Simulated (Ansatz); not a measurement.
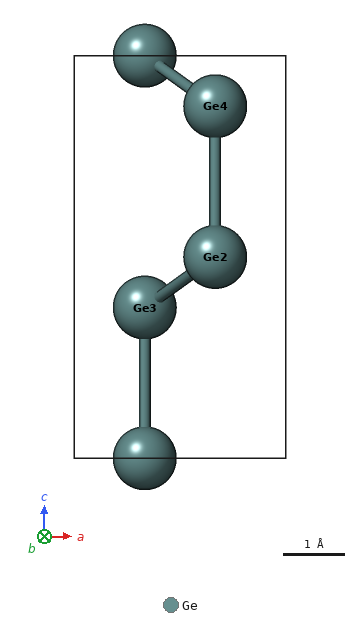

**Figure 1.** The structure of run 1 (ball-and-stick view of the cell of the calculation, along the b axis; atoms are numbered from 1 in the order of the input). An atom can appear more than once, as a periodic image.

**Two runs on Ge**

System: Ge (P6₃/mmc, 4 atoms in the cell).
Method of run 1: DFT, r2SCAN, plane waves, PAW, no spin polarisation (Ansatz 0.2.0).

The structure was built on a prototype by a generator. The geometry comes from this level: PBE. Text and figures count atoms from 1; the logs count them from 0 in places.

### Input file, run 1
```yaml
crystal:
  lattice:
    - [4.058408752, 0.0, 0.0]
    - [-2.029204376, 3.5146850782, 0.0]
    - [0.0, 0.0, 6.692989625]
  atoms:
    - { symbol: Ge, position: [0.3333333333, 0.6666666667, 0.0003197446] }
    - { symbol: Ge, position: [0.6666666667, 0.3333333333, 0.5003197446] }
    - { symbol: Ge, position: [0.3333333333, 0.6666666667, 0.3746802554] }
    - { symbol: Ge, position: [0.6666666667, 0.3333333333, 0.8746802554] }
kpoints:
  mp_grid: { grid: [6, 6, 4] }
hamiltonian:
  xc: r2scan
scf:
  occupations: { method: fermi_dirac, width: 0.02 }
relax:
  f_tol: 0.005
  cell: {}
```

Command:
```bash
ansatz run input.yaml --threads 2 --pin off --max-ram 2211MiB --backend cpu --events-out ev --progress --plain --runs-dir out
```

Hardware: 2 threads of Arm Neoverse V2, 24 GiB of memory available, shared host.

### Output, shortened to warnings, some set-up lines, iterations and results (run 1)
```
Basis set: ecut = 500 eV, 2443 PW (Γ), exchange–correlation on 120×120×200 points (64 copies of the dense FFT grid, shifted against one another)
Symmetry: 24 space group operations
k-points: 21 of 144
Initial density: superposition of atomic densities (neutral atoms: chi_scale 0, normalization atom), corrected by the library's trained network
[...]
SCF iter   1: F=—  HF=-17211.468620 eV  |F-HF|=—  |Δ(HF+E_count)|=         —  Δρ=5.92e-3  dr2=1.07e-2  dr2_τ=7.46e-3  ethr=1.77e-3  ⟨swp⟩=6.6  Hψ=2630  notcnv=0
SCF iter   2: F=—  HF=-17211.480937 eV  |F-HF|=—  |Δ(HF+E_count)|=   1.23e-2  Δρ=1.74e-3  dr2=1.03e-3  dr2_τ=3.56e-5  ethr=1.91e-5  ⟨swp⟩=2.6  Hψ=1583  notcnv=0  defer=28
SCF iter   3: F=—  HF=-17211.481222 eV  |F-HF|=—  |Δ(HF+E_count)|=   2.84e-4  Δρ=1.16e-3  dr2=4.68e-4  dr2_τ=5.07e-6  ethr=1.83e-6  ⟨swp⟩=2.0  Hψ=1248  notcnv=0  defer=28
SCF iter   4: F=—  HF=-17211.481297 eV  |F-HF|=—  |Δ(HF+E_count)|=   7.55e-5  Δρ=1.30e-4  dr2=1.37e-5  dr2_τ=1.11e-7  ethr=8.35e-7  ⟨swp⟩=2.0  Hψ=756  notcnv=0  defer=28
SCF iter   5: F=—  HF=-17211.481300 eV  |F-HF|=—  |Δ(HF+E_count)|=   2.55e-6  Δρ=3.51e-5  dr2=1.32e-6  dr2_τ=8.26e-9  ethr=2.44e-8  ⟨swp⟩=2.0  Hψ=850  notcnv=0  defer=28
[... 27 lines ...]
SCF iter   3: F=—  HF=-17211.519455 eV  |F-HF|=—  |Δ(HF+E_count)|=   2.20e-7  Δρ=6.90e-6  dr2=1.25e-8  dr2_τ=1.73e-9  ethr=3.70e-10  ⟨swp⟩=2.0  Hψ=882  notcnv=0
SCF iter   4: F=—  HF=-17211.519455 eV  |F-HF|=—  |Δ(HF+E_count)|=   7.96e-9  Δρ=9.90e-7  dr2=3.52e-10  dr2_τ=7.16e-12  ethr=2.23e-11  ⟨swp⟩=2.0  Hψ=1303  notcnv=0
SCF iter   5: F=-17211.519455 eV  HF=-17211.519455 eV  |F-HF|=7.28e-12  |Δ(HF+E_count)|=  3.09e-10  Δρ=1.57e-7  dr2=1.69e-11  dr2_τ=1.53e-13  ethr=1.00e-12  ⟨swp⟩=2.8  …
SCF 5 converged in 5 iterations: F = -17211.519455 eV  dr2 = 1.69e-11
relax step   5: F+E_penalty+E_count = -17211.51945498 eV  Δ(F+E_penalty+E_count) = +1.197e-3 eV  max|allowed force component| = 3.197e-3 eV/Å  Δτ_max = 0.0000 Å  P = -0.005 …
basis re-selected at this cell: Δ(F+E_penalty+E_count) = +1.197e-3 eV, ΔP = -0.010 GPa vs the last step (what re-selecting the basis moved, of the pressure what is left beyond the Pulay correction that the steps carried, after the strain that the cell walked since its last selection, with what the …
SCF converged after 5 iterations
Free energy (F): -17211.519455 eV
Harris-Foulkes:  -17211.519455 eV  (|F-HF|=7.28e-12)
Internal energy: -17211.519164 eV  (E = F + TS)
E sigma→0 (E₀):  -17211.519309 eV
Entropy (-TS):   -0.000291 eV (-0.073 meV/atom)
Fermi energy:    8.505031 eV
--- Per-component energies (eV) ---
  E_band       = -640.067510
  E_kinetic    = 444.121345
  E_local      = -9924.957923  (includes V_loc(G=0)·N_el)
  E_nonlocal   = 1680.319687
  E_hartree    = 4360.067745
  E_xc         = -276.353233
  E_vxc        = -271.536838  (∫ρ·V_xc dr)
  E_paw        = -8136.948546  (= ΣΔE_a)
  E_vpaw       = -1303.381600  (= ΣTr[D̂ρ^β])
  E_aug_tail   = 0.000066  (compensation charges beyond the density's cutoff)
  E_vtau       = 15.232752  (kinetic-family band-sum trace: ∫τ·v_τ [+ j·A + Jᵃ·Aᵃ] dr)
  E_ewald      = -5353.425242
  E_core_change = -4.343063  (= ΣΔE_core)
  E_smearing   = -0.000291  (= −TS)
  E_closure    = -0.000000  (closes the sum)
  Σ components = -17211.519455   (vs F -17211.519455, Δ=0.00e0)
--- Forces (eV/Å), atoms counted from 1 ---
  atom   1  Ge    -0.00000000     0.00000000    -0.00319733
  atom   2  Ge    -0.00000000    -0.00000000    -0.00319733
  atom   3  Ge     0.00000000     0.00000000     0.00319733
  atom   4  Ge    -0.00000000    -0.00000000     0.00319733
  max |Σ_I F_I| component: 7.40e-17 eV/Å
--- Stress (GPa, compression-positive) ---
        0.006444      -0.000000      -0.000000
       -0.000000       0.006444       0.000000
       -0.000000       0.000000      -0.027245
  P = ⅓ Tr σ = -0.0048 GPa (-0.048 kbar)
--- Relaxed structure (4 steps of the walk, 4 accepted, 1 SCFs on fresh bases) ---
  F+E_penalty+E_count = -17211.51945498 eV   max|allowed force component| = 3.197e-3 eV/Å   (the final SCF, on the basis selected at the relaxed cell)
  cell:  # Å, volume = 91.2439 Å³
    - [3.997615187652807, -2.2802417321281887e-34, 4.560483464256377e-34]
    - [-1.9988075938264036, 3.462036307061827, -6.229736265713074e-34]
[...]
```

For run 2 the input was changed thus:
```diff
-  xc: r2scan
+  xc: pbesol
```

How does run 2 compare with run 1?

The total energies belong to different methods, so their difference says nothing on which is more stable or more accurate. The volume per atom goes from 22.81 to 22.85 Å³. The functional changes from r2SCAN to PBEsol. The SCF takes 25 iterations over all geometry steps against 27. The default cutoff goes from 500 to 420 eV with the change. On the same kind of shared host run 2 took about 0.37 times as long.

### Output, shortened to warnings, some set-up lines, iterations and results (run 2)
```
Basis set: ecut = 420 eV, 1835 PW (Γ), exchange–correlation on 60×60×90 points (8 copies of the dense FFT grid, shifted against one another)
Symmetry: 24 space group operations
k-points: 21 of 144
Initial density: superposition of atomic densities (neutral atoms: chi_scale 0, normalization atom), corrected by the library's trained network
[...]
SCF iter   1: F=—  HF=-17013.851234 eV  |F-HF|=—  |Δ(HF+E_count)|=         —  Δρ=2.49e-3  dr2=6.90e-3  ethr=1.77e-3  ⟨swp⟩=6.3  Hψ=2613  notcnv=0
SCF iter   2: F=—  HF=-17013.848105 eV  |F-HF|=—  |Δ(HF+E_count)|=   3.13e-3  Δρ=1.41e-3  dr2=2.10e-3  ethr=1.23e-5  ⟨swp⟩=2.1  Hψ=1141  notcnv=0  defer=15
SCF iter   3: F=—  HF=-17013.848174 eV  |F-HF|=—  |Δ(HF+E_count)|=   6.89e-5  Δρ=5.46e-4  dr2=1.57e-4  ethr=3.75e-6  ⟨swp⟩=2.0  Hψ=1376  notcnv=0  defer=17
SCF iter   4: F=—  HF=-17013.847990 eV  |F-HF|=—  |Δ(HF+E_count)|=   1.83e-4  Δρ=1.65e-4  dr2=3.58e-5  ethr=2.80e-7  ⟨swp⟩=2.0  Hψ=1264  notcnv=0  defer=17
SCF iter   5: F=—  HF=-17013.848016 eV  |F-HF|=—  |Δ(HF+E_count)|=   2.57e-5  Δρ=6.08e-5  dr2=2.51e-6  ethr=6.39e-8  ⟨swp⟩=2.0  Hψ=856  notcnv=0  defer=17
[... 25 lines ...]
SCF iter   4: F=—  HF=-17013.882659 eV  |F-HF|=—  |Δ(HF+E_count)|=   2.02e-8  Δρ=1.35e-6  dr2=2.48e-9  ethr=7.61e-11  ⟨swp⟩=2.1  Hψ=1306  notcnv=0
SCF iter   5: F=—  HF=-17013.882659 eV  |F-HF|=—  |Δ(HF+E_count)|=   1.08e-9  Δρ=3.90e-7  dr2=2.34e-10  ethr=4.43e-12  ⟨swp⟩=2.0  Hψ=1302  notcnv=0
SCF iter   6: F=-17013.882659 eV  HF=-17013.882659 eV  |F-HF|=1.09e-11  |Δ(HF+E_count)|=  1.06e-10  Δρ=1.35e-7  dr2=1.99e-11  ethr=1.00e-12  ⟨swp⟩=2.9  Hψ=2311  notcnv=0
SCF 5 converged in 6 iterations: F = -17013.882659 eV  dr2 = 1.99e-11
relax step   5: F+E_penalty+E_count = -17013.88265856 eV  Δ(F+E_penalty+E_count) = +6.090e-4 eV  max|allowed force component| = 1.307e-3 eV/Å  Δτ_max = 0.0000 Å  P = -0.004 …
basis re-selected at this cell: Δ(F+E_penalty+E_count) = +6.090e-4 eV, ΔP = +0.003 GPa vs the last step (what re-selecting the basis moved, of the pressure what is left beyond the Pulay correction that the steps carried, after the strain that the cell walked since its last selection, with what the …
SCF converged after 6 iterations
Free energy (F): -17013.882659 eV
Harris-Foulkes:  -17013.882659 eV  (|F-HF|=1.09e-11)
Internal energy: -17013.882204 eV  (E = F + TS)
E sigma→0 (E₀):  -17013.882432 eV
Entropy (-TS):   -0.000454 eV (-0.114 meV/atom)
Fermi energy:    8.342374 eV
--- Per-component energies (eV) ---
  E_band       = -610.760691
  E_kinetic    = 446.107812
  E_local      = -9930.598595  (includes V_loc(G=0)·N_el)
  E_nonlocal   = 1680.741593
  E_hartree    = 4352.714650
  E_xc         = -299.753869
  E_vxc        = -258.783328  (∫ρ·V_xc dr)
  E_paw        = -7916.720518  (= ΣΔE_a)
  E_vpaw       = -1253.659060  (= ΣTr[D̂ρ^β])
  E_aug_tail   = 0.001304  (compensation charges beyond the density's cutoff)
  E_ewald      = -5350.046325
  E_core_change = 3.671745  (= ΣΔE_core)
  E_smearing   = -0.000454  (= −TS)
  E_closure    = 0.000000  (closes the sum)
  Σ components = -17013.882659   (vs F -17013.882659, Δ=0.00e0)
--- Forces (eV/Å), atoms counted from 1 ---
  atom   1  Ge    -0.00000000     0.00000000     0.00130706
  atom   2  Ge    -0.00000000    -0.00000000     0.00130706
  atom   3  Ge     0.00000000     0.00000000    -0.00130706
  atom   4  Ge    -0.00000000    -0.00000000    -0.00130706
  max |Σ_I F_I| component: 4.63e-18 eV/Å
--- Stress (GPa, compression-positive) ---
       -0.004898      -0.000000      -0.000000
        0.000000      -0.004898       0.000000
       -0.000000       0.000000      -0.003105
  P = ⅓ Tr σ = -0.0043 GPa (-0.043 kbar)
--- Relaxed structure (4 steps of the walk, 4 accepted, 1 SCFs on fresh bases) ---
  F+E_penalty+E_count = -17013.88265856 eV   max|allowed force component| = 1.307e-3 eV/Å   (the final SCF, on the basis selected at the relaxed cell)
  cell:  # Å, volume = 91.4038 Å³
    - [4.00543883342867, -2.2802417321281887e-34, -1.425151082580118e-35]
[...]
```

### The two runs side by side

```tsv
quantity	run 1	run 2
outcome	converged	converged
free energy per atom (eV)	−4302.8799	−4253.4707
pressure (GPa)	0.00	0.00
volume per atom (Å³)	22.81	22.85
largest force (eV/Å)	0.003	0.001
SCF iterations	27	25
irreducible k-points	21	21
wall time (shared host)	19 s	6.9 s
```
